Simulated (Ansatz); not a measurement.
## Geometry relaxation, with input and output: WSi6 (part 2 of 3)

The same run, continued: WSi6 (slab, 7 atoms in the cell); DFT PBEsol, scalar-relativistic, plane waves, PAW, spin-polarised (Ansatz 0.2.0); cutoff 420 eV, 8×8×1 k-mesh, Gaussian smearing of 0.05 eV, collinear spins. The structure derives from an entry of the Crystallography Open Database. The input holds or restrains some coordinates. Forces given for the steps count only the free coordinates. It belongs to a series of runs on one base structure; here: W over the place (0/6, 1/6) of the surface cell, its height relaxed.

Geometry of the input (Å; fractional positions):
```
3.8417  0.0000  0.0000
0.0000  3.8417  0.0000
0.0000  0.0000  25.7913
Si 0.0000  0.5000  0.3296
Si 0.0000  0.0000  0.3822
Si 0.5000  0.0000  0.4349
Si 0.5000  0.5000  0.4873
Si 0.0000  0.5000  0.5400
Si 0.0000  0.0000  0.5916
W  0.0000  0.1667  0.6948
```

## Output, continued
```
SCF iter   1: F=—  HF=-13975.639565 eV  |F-HF|=—  |Δ(HF+E_count)|=         —  Δρ=1.06e-2 (↑1.06e-2 ↓9.68e-3)  dr2=2.04e-1  dr2_m=3.35e-1  M=3.551 μB ∫|m|=3.818 μB  β_m=1.00  ethr=6.68e-4  p=0.135 e·Å  D=6.43e-2 V/Å  ΔV_dip=-1.66 eV  dr2_dipole=3.96e-2  V_vac-E_F(+/−)=3.81/5.47 eV  ⟨swp⟩=1.1  Hψ=6097  notcnv=0  defer=132
efield: sawtooth ramp at fractional position 0.9922 (handed on by an earlier solve), width 0.0400; the density the first Hamiltonian is built on has a dipole p = 0.135 e·Å; the dipole correction subtracts the counter field D = 6.43e-2 V/Å, which shifts the + side's vacuum level by -1.66 eV against the − side's; the planar-averaged density in the ramp window peaks in size at 1.0e-6 e/Å³
preconditioner: auto → LDOS  [metal: Δε(μ)=0.020 eV  Ē_g=6.165 eV  σ=0.050 eV  W_gap=0.22  n_scr=42 (ndim 8)  ℏωp=10.4 eV  f_vac=0.492  D(μ)=4.12/eV (n_scr^D=10)]
spin=Collinear: LDOS preconditioning applied to the charge; magnetization (m = ρ↑ − ρ↓) channel mixes plain (no charge-response kernel on spin).
SCF iter   2: F=—  HF=-13975.845403 eV  |F-HF|=—  |Δ(HF+E_count)|=   2.06e-1  Δρ=2.24e-3 (↑2.24e-3 ↓1.59e-3)  dr2=6.32e-2  dr2_m=2.83e-3  M=3.479 μB ∫|m|=3.735 μB  β_m=0.32  ethr=5.38e-4  p=0.141 e·Å  D=6.72e-2 V/Å  ΔV_dip=-1.73 eV  dr2_dipole=1.01e-2  V_vac-E_F(+/−)=3.75/5.48 eV  ⟨swp⟩=2.9  Hψ=2758  notcnv=0  defer=143
density mixer auto → msr1: a metal under ldos (density of states about μ 1.12 of a free-electron gas's, 42 screened modes)
SCF iter   3: F=—  HF=-13975.843137 eV  |F-HF|=—  |Δ(HF+E_count)|=   2.27e-3  Δρ=1.34e-3 (↑1.09e-3 ↓1.34e-3)  dr2=1.62e-2  dr2_m=1.97e-3  M=3.486 μB ∫|m|=3.744 μB  β_m=0.54  ethr=1.66e-4  p=0.142 e·Å  D=6.76e-2 V/Å  ΔV_dip=-1.74 eV  dr2_dipole=2.02e-3  V_vac-E_F(+/−)=3.74/5.49 eV  ⟨swp⟩=2.1  Hψ=1739  notcnv=0  defer=144
SCF iter   4: F=—  HF=-13975.848434 eV  |F-HF|=—  |Δ(HF+E_count)|=   5.30e-3  Δρ=3.07e-4 (↑2.63e-4 ↓3.07e-4)  dr2=1.83e-3  dr2_m=1.59e-4  M=3.511 μB ∫|m|=3.783 μB  β_m=0.73  ethr=4.25e-5  p=0.138 e·Å  D=6.57e-2 V/Å  ΔV_dip=-1.70 eV  dr2_dipole=5.42e-4  V_vac-E_F(+/−)=3.79/5.49 eV  ⟨swp⟩=2.1  Hψ=2108  notcnv=0  defer=144
SCF iter   5: F=—  HF=-13975.849221 eV  |F-HF|=—  |Δ(HF+E_count)|=   7.87e-4  Δρ=1.07e-4 (↑1.07e-4 ↓9.73e-5)  dr2=5.97e-5  dr2_m=2.93e-5  M=3.517 μB ∫|m|=3.793 μB  β_m=0.82  ethr=4.82e-6  p=0.136 e·Å  D=6.47e-2 V/Å  ΔV_dip=-1.67 eV  dr2_dipole=7.96e-8  V_vac-E_F(+/−)=3.82/5.49 eV  ⟨swp⟩=2.1  Hψ=1803  notcnv=0  defer=144
SCF iter   6: F=-13975.849293 eV  HF=-13975.849286 eV  |F-HF|=7.31e-6  |Δ(HF+E_count)|=   6.43e-5  Δρ=3.79e-5 (↑3.39e-5 ↓3.79e-5)  dr2=1.10e-5  dr2_m=3.30e-6  M=3.518 μB ∫|m|=3.796 μB  ethr=1.57e-7  p=0.136 e·Å  D=6.45e-2 V/Å  ΔV_dip=-1.66 eV  dr2_dipole=6.87e-7  V_vac-E_F(+/−)=3.83/5.49 eV  ⟨swp⟩=18.8  Hψ=14726  notcnv=0
SCF 3 converged in 6 iterations: F = -13975.849293 eV  dr2 = 1.10e-5
relax step   3: F+E_penalty+E_count = -13975.84929299 eV  Δ(F+E_penalty+E_count) = -2.039e-1 eV  max|allowed force component| = 2.758e-1 eV/Å  Δτ_max = 0.1943 Å  (6 SCF iters, dr2 threshold 1.00e-4 eV, accepted)
SCF iter   1: F=—  HF=-13975.846407 eV  |F-HF|=—  |Δ(HF+E_count)|=         —  Δρ=1.98e-3 (↑1.98e-3 ↓1.73e-3)  dr2=8.22e-3  dr2_m=1.10e-2  M=3.479 μB ∫|m|=3.741 μB  β_m=1.00  ethr=1.65e-4  p=0.136 e·Å  D=6.45e-2 V/Å  ΔV_dip=-1.66 eV  dr2_dipole=2.15e-3  V_vac-E_F(+/−)=3.82/5.49 eV  ⟨swp⟩=3.4  Hψ=3421  notcnv=0  defer=148
efield: sawtooth ramp at fractional position 0.9922 (handed on by an earlier solve), width 0.0400; the density the first Hamiltonian is built on has a dipole p = 0.136 e·Å; the dipole correction subtracts the counter field D = 6.45e-2 V/Å, which shifts the + side's vacuum level by -1.66 eV against the − side's; the planar-averaged density in the ramp window peaks in size at 1.0e-6 e/Å³
preconditioner: auto → LDOS  [metal: Δε(μ)=0.011 eV  Ē_g=6.136 eV  σ=0.050 eV  W_gap=0.12  n_scr=34 (ndim 8)  ℏωp=10.4 eV  f_vac=0.492  D(μ)=4.11/eV (n_scr^D=10)]
spin=Collinear: LDOS preconditioning applied to the charge; magnetization (m = ρ↑ − ρ↓) channel mixes plain (no charge-response kernel on spin).
SCF iter   2: F=—  HF=-13975.852429 eV  |F-HF|=—  |Δ(HF+E_count)|=   6.02e-3  Δρ=4.55e-4 (↑4.55e-4 ↓3.33e-4)  dr2=2.79e-3  dr2_m=1.05e-4  M=3.465 μB ∫|m|=3.725 μB  β_m=0.32  ethr=2.16e-5  p=0.136 e·Å  D=6.48e-2 V/Å  ΔV_dip=-1.67 eV  dr2_dipole=3.30e-4  V_vac-E_F(+/−)=3.82/5.49 eV  ⟨swp⟩=2.2  Hψ=2751  notcnv=0  defer=146
density mixer auto → msr1: a metal under ldos (density of states about μ 1.11 of a free-electron gas's, 42 screened modes)
SCF iter   3: F=—  HF=-13975.852320 eV  |F-HF|=—  |Δ(HF+E_count)|=   1.09e-4  Δρ=2.78e-4 (↑2.28e-4 ↓2.78e-4)  dr2=8.07e-4  dr2_m=8.41e-5  M=3.467 μB ∫|m|=3.727 μB  β_m=0.54  ethr=7.34e-6  p=0.136 e·Å  D=6.48e-2 V/Å  ΔV_dip=-1.67 eV  dr2_dipole=8.95e-5  V_vac-E_F(+/−)=3.82/5.49 eV  ⟨swp⟩=1.6  Hψ=1485  notcnv=0  defer=146
SCF iter   4: F=—  HF=-13975.852521 eV  |F-HF|=—  |Δ(HF+E_count)|=   2.01e-4  Δρ=6.56e-5 (↑5.83e-5 ↓6.56e-5)  dr2=3.50e-5  dr2_m=8.65e-6  M=3.475 μB ∫|m|=3.737 μB  β_m=0.71  ethr=2.12e-6  p=0.135 e·Å  D=6.44e-2 V/Å  ΔV_dip=-1.66 eV  dr2_dipole=3.81e-6  V_vac-E_F(+/−)=3.83/5.49 eV  ⟨swp⟩=2.3  Hψ=2003  notcnv=0  defer=146
SCF iter   5: F=—  HF=-13975.852559 eV  |F-HF|=—  |Δ(HF+E_count)|=   3.81e-5  Δρ=2.62e-5 (↑1.82e-5 ↓2.62e-5)  dr2=9.78e-6  dr2_m=1.22e-6  M=3.477 μB ∫|m|=3.740 μB  β_m=0.79  ethr=9.22e-8  p=0.135 e·Å  D=6.42e-2 V/Å  ΔV_dip=-1.66 eV  dr2_dipole=2.93e-6  V_vac-E_F(+/−)=3.83/5.49 eV  ⟨swp⟩=2.2  Hψ=2106  notcnv=0  defer=146
SCF iter   6: F=—  HF=-13975.852565 eV  |F-HF|=—  |Δ(HF+E_count)|=   5.42e-6  Δρ=8.75e-6 (↑8.75e-6 ↓8.09e-6)  dr2=3.68e-7  dr2_m=1.93e-7  M=3.479 μB ∫|m|=3.742 μB  β_m=0.81  ethr=2.57e-8  p=0.135 e·Å  D=6.41e-2 V/Å  ΔV_dip=-1.65 eV  dr2_dipole=3.97e-8  V_vac-E_F(+/−)=3.84/5.49 eV  ⟨swp⟩=2.1  Hψ=2048  notcnv=0  defer=146
SCF iter   7: F=-13975.852563 eV  HF=-13975.852565 eV  |F-HF|=2.01e-6  |Δ(HF+E_count)|=   6.50e-7  Δρ=5.07e-6 (↑5.07e-6 ↓5.04e-6)  dr2=1.51e-6  dr2_m=5.87e-8  M=3.480 μB ∫|m|=3.743 μB  ethr=9.69e-10  p=0.135 e·Å  D=6.41e-2 V/Å  ΔV_dip=-1.65 eV  dr2_dipole=7.72e-7  V_vac-E_F(+/−)=3.84/5.49 eV  ⟨swp⟩=15.6  Hψ=12442  notcnv=0
SCF 4 converged in 7 iterations: F = -13975.852563 eV  dr2 = 1.51e-6
relax step   4: F+E_penalty+E_count = -13975.85256335 eV  Δ(F+E_penalty+E_count) = -3.270e-3 eV  max|allowed force component| = 9.423e-2 eV/Å  Δτ_max = 0.0341 Å  (7 SCF iters, dr2 threshold 4.75e-6 eV, accepted)
SCF iter   1: F=—  HF=-13975.852873 eV  |F-HF|=—  |Δ(HF+E_count)|=         —  Δρ=4.76e-4 (↑4.76e-4 ↓4.13e-4)  dr2=5.40e-4  dr2_m=6.28e-4  M=3.489 μB ∫|m|=3.756 μB  β_m=1.00  ethr=1.22e-5  p=0.135 e·Å  D=6.41e-2 V/Å  ΔV_dip=-1.65 eV  dr2_dipole=5.43e-5  V_vac-E_F(+/−)=3.84/5.49 eV  ⟨swp⟩=2.3  Hψ=3104  notcnv=0  defer=104
efield: sawtooth ramp at fractional position 0.9922 (handed on by an earlier solve), width 0.0400; the density the first Hamiltonian is built on has a dipole p = 0.135 e·Å; the dipole correction subtracts the counter field D = 6.41e-2 V/Å, which shifts the + side's vacuum level by -1.65 eV against the − side's; the planar-averaged density in the ramp window peaks in size at 9.1e-7 e/Å³
preconditioner: auto → LDOS  [metal: Δε(μ)=0.017 eV  Ē_g=6.124 eV  σ=0.050 eV  W_gap=0.19  n_scr=34 (ndim 8)  ℏωp=10.4 eV  f_vac=0.492  D(μ)=3.81/eV (n_scr^D=10)]
spin=Collinear: LDOS preconditioning applied to the charge; magnetization (m = ρ↑ − ρ↓) channel mixes plain (no charge-response kernel on spin).
SCF iter   2: F=—  HF=-13975.853000 eV  |F-HF|=—  |Δ(HF+E_count)|=   1.28e-4  Δρ=1.19e-4 (↑1.19e-4 ↓8.50e-5)  dr2=2.21e-4  dr2_m=7.28e-6  M=3.494 μB ∫|m|=3.761 μB  β_m=0.32  ethr=1.42e-6  p=0.135 e·Å  D=6.40e-2 V/Å  ΔV_dip=-1.65 eV  dr2_dipole=1.23e-5  V_vac-E_F(+/−)=3.84/5.49 eV  ⟨swp⟩=2.4  Hψ=2561  notcnv=0  defer=104
density mixer auto → msr1: a metal under ldos (density of states about μ 1.10 of a free-electron gas's, 42 screened modes)
SCF iter   3: F=—  HF=-13975.852936 eV  |F-HF|=—  |Δ(HF+E_count)|=         —  Δρ=7.06e-5 (↑5.88e-5 ↓7.06e-5)  dr2=4.19e-5  dr2_m=6.13e-6  M=3.493 μB ∫|m|=3.761 μB  β_m=0.32  ethr=5.81e-7  p=0.135 e·Å  D=6.40e-2 V/Å  ΔV_dip=-1.65 eV  dr2_dipole=3.82e-6  V_vac-E_F(+/−)=3.84/5.49 eV  ⟨swp⟩=1.3  Hψ=1419  notcnv=0  defer=104
SCF iter   4: F=—  HF=-13975.852940 eV  |F-HF|=—  |Δ(HF+E_count)|=   4.18e-6  Δρ=4.65e-5 (↑3.67e-5 ↓4.65e-5)  dr2=1.88e-5  dr2_m=2.72e-6  M=3.493 μB ∫|m|=3.760 μB  β_m=0.55  ethr=1.10e-7  p=0.135 e·Å  D=6.40e-2 V/Å  ΔV_dip=-1.65 eV  dr2_dipole=2.85e-6  V_vac-E_F(+/−)=3.84/5.49 eV  ⟨swp⟩=1.4  Hψ=1425  notcnv=0  defer=104
SCF iter   5: F=—  HF=-13975.852950 eV  |F-HF|=—  |Δ(HF+E_count)|=   9.46e-6  Δρ=1.21e-5 (↑1.05e-5 ↓1.21e-5)  dr2=1.59e-6  dr2_m=3.27e-7  M=3.491 μB ∫|m|=3.759 μB  β_m=0.68  ethr=4.96e-8  p=0.135 e·Å  D=6.41e-2 V/Å  ΔV_dip=-1.65 eV  dr2_dipole=5.72e-7  V_vac-E_F(+/−)=3.84/5.49 eV  ⟨swp⟩=2.3  Hψ=2052  notcnv=0  defer=104
SCF iter   6: F=—  HF=-13975.852951 eV  |F-HF|=—  |Δ(HF+E_count)|=   1.29e-6  Δρ=5.67e-6 (↑4.63e-6 ↓5.67e-6)  dr2=3.59e-6  dr2_m=1.38e-8  M=3.491 μB ∫|m|=3.759 μB  β_m=0.67  ethr=4.19e-9  p=0.135 e·Å  D=6.41e-2 V/Å  ΔV_dip=-1.65 eV  dr2_dipole=1.63e-6  V_vac-E_F(+/−)=3.84/5.49 eV  ⟨swp⟩=2.3  Hψ=2078  notcnv=0  defer=104
SCF iter   7: F=-13975.852951 eV  HF=-13975.852951 eV  |F-HF|=5.79e-7  |Δ(HF+E_count)|=   5.64e-8  Δρ=1.40e-6 (↑1.22e-6 ↓1.40e-6)  dr2=3.81e-7  dr2_m=2.22e-9  M=3.491 μB ∫|m|=3.758 μB  ethr=1.46e-9  p=0.135 e·Å  D=6.41e-2 V/Å  ΔV_dip=-1.65 eV  dr2_dipole=2.36e-7  V_vac-E_F(+/−)=3.83/5.49 eV  ⟨swp⟩=14.9  Hψ=11299  notcnv=0
SCF 5 converged in 7 iterations: F = -13975.852951 eV  dr2 = 3.81e-7
relax step   5: F+E_penalty+E_count = -13975.85295062 eV  Δ(F+E_penalty+E_count) = -3.873e-4 eV  max|allowed force component| = 1.729e-3 eV/Å  Δτ_max = 0.0081 Å  (7 SCF iters, dr2 threshold 5.55e-7 eV, accepted)
iter 1 solved again at ethr=1.31e-10 eV; its pass at ethr=3.10e-3 eV (dr2=4.97e-8 eV) is discarded
SCF iter   1: F=—  HF=-13975.852951 eV  |F-HF|=—  |Δ(HF+E_count)|=         —  Δρ=1.37e-6 (↑1.37e-6 ↓1.36e-6)  dr2=4.96e-8  dr2_m=4.74e-9  M=3.491 μB ∫|m|=3.758 μB  β_m=1.00  ethr=1.31e-10  p=0.135 e·Å  D=6.41e-2 V/Å  ΔV_dip=-1.65 eV  dr2_dipole=3.25e-8  V_vac-E_F(+/−)=3.83/5.49 eV  ⟨swp⟩=1.0  Hψ=4000  notcnv=0
efield: sawtooth ramp at fractional position 0.9922 (handed on by an earlier solve), width 0.0400; the density the first Hamiltonian is built on has a dipole p = 0.135 e·Å; the dipole correction subtracts the counter field D = 6.41e-2 V/Å, which shifts the + side's vacuum level by -1.65 eV against the − side's; the planar-averaged density in the ramp window peaks in size at 9.0e-7 e/Å³
preconditioner: auto → LDOS  [metal: Δε(μ)=0.016 eV  Ē_g=6.126 eV  σ=0.050 eV  W_gap=0.18  n_scr=34 (ndim 8)  ℏωp=10.4 eV  f_vac=0.492  D(μ)=3.85/eV (n_scr^D=10)]
spin=Collinear: LDOS preconditioning applied to the charge; magnetization (m = ρ↑ − ρ↓) channel mixes plain (no charge-response kernel on spin).
SCF iter   2: F=—  HF=-13975.852951 eV  |F-HF|=—  |Δ(HF+E_count)|=   2.47e-8  Δρ=7.68e-7 (↑7.21e-7 ↓7.68e-7)  dr2=1.45e-7  dr2_m=5.03e-10  M=3.491 μB ∫|m|=3.758 μB  β_m=0.55  ethr=1.31e-10  p=0.135 e·Å  D=6.41e-2 V/Å  ΔV_dip=-1.65 eV  dr2_dipole=9.42e-8  V_vac-E_F(+/−)=3.83/5.49 eV  ⟨swp⟩=1.3  Hψ=1427  notcnv=0
density mixer auto → msr1: a metal under ldos (density of states about μ 1.10 of a free-electron gas's, 42 screened modes)
SCF iter   3: F=-13975.852951 eV  HF=-13975.852951 eV  |F-HF|=3.15e-9  |Δ(HF+E_count)|=   7.33e-9  Δρ=6.88e-7 (↑6.08e-7 ↓6.88e-7)  dr2=7.94e-10  dr2_m=1.36e-9  M=3.490 μB ∫|m|=3.758 μB  ethr=1.31e-10  p=0.135 e·Å  D=6.41e-2 V/Å  ΔV_dip=-1.65 eV  dr2_dipole=6.39e-11  V_vac-E_F(+/−)=3.83/5.49 eV  ⟨swp⟩=7.3  Hψ=8464  notcnv=0
SCF 6 converged in 3 iterations: F = -13975.852951 eV  dr2 = 7.94e-10
relax step   6: F+E_penalty+E_count = -13975.85295123 eV  Δ(F+E_penalty+E_count) = -6.077e-7 eV  max|allowed force component| = 1.652e-3 eV/Å  Δτ_max = 0.0000 Å  (3 SCF iters, accepted)
```

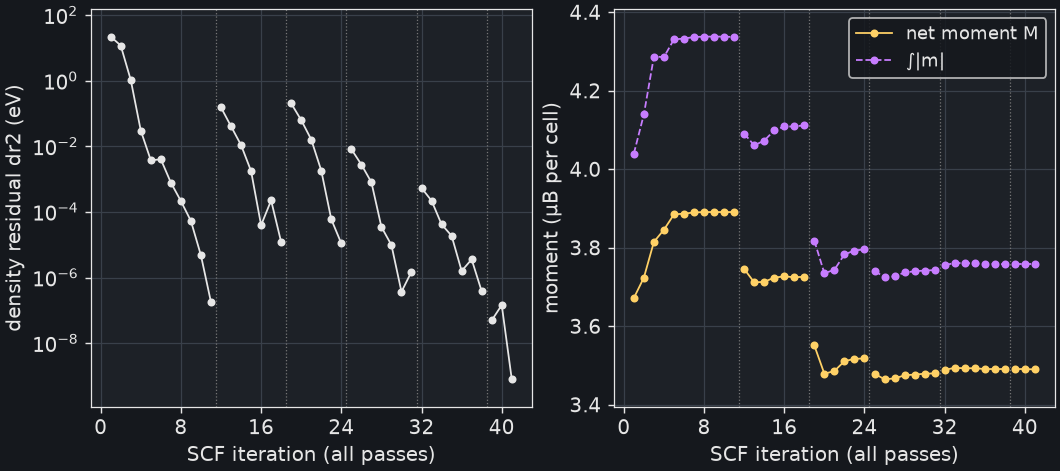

Convergence of the self-consistent field: density residual dr2 and magnetic moment against the SCF iteration. The dotted lines part the SCF passes of the relaxation: geometry steps, rejected trials and re-solves on a re-selected basis. The 6 passes take 3 to 11 iterations each, 41 in all. The net moment goes from 3.7 to 3.5 μB per cell.

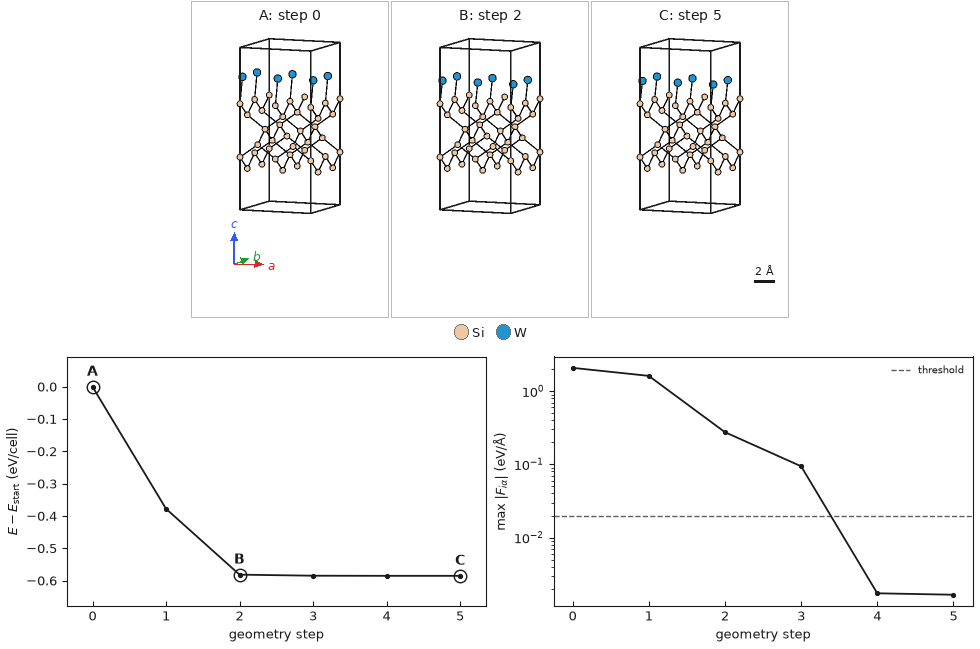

Frames of the restrained relaxation (ball-and-stick view of the 2 × 2 repeat of the cell, with the vacuum cut short, seen slightly off an axis) above the curves, on which the letters mark them (the first geometry is step 0 here and step 1 in the log).

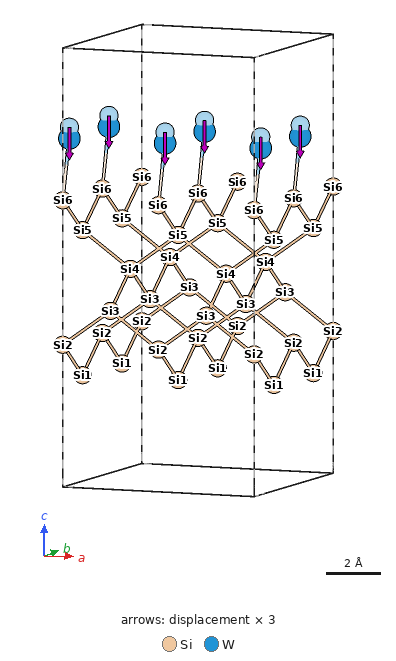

Start (faint) and end (solid) with the displacements as pink arrows, magnified 3 times (ball-and-stick view of the 2 × 2 repeat of the cell, with the vacuum cut short, seen slightly off an axis). The atom that moves furthest is W7 (0.42 Å). Si stays in place. The cell stays as it was. Distances before and after: Si6–W7 2.736 → 2.331 Å. Among the angles that change: Si5–Si6–W7 138.3° → 140.7°, Si5–Si6–W7 111.2° → 108.8°. After 5 geometry steps the energy has fallen by 0.585 eV per cell of the calculation. The largest force component goes from 2.1 to 0.0017 eV/Å. (Atoms are counted from 1 in the order of the input.)
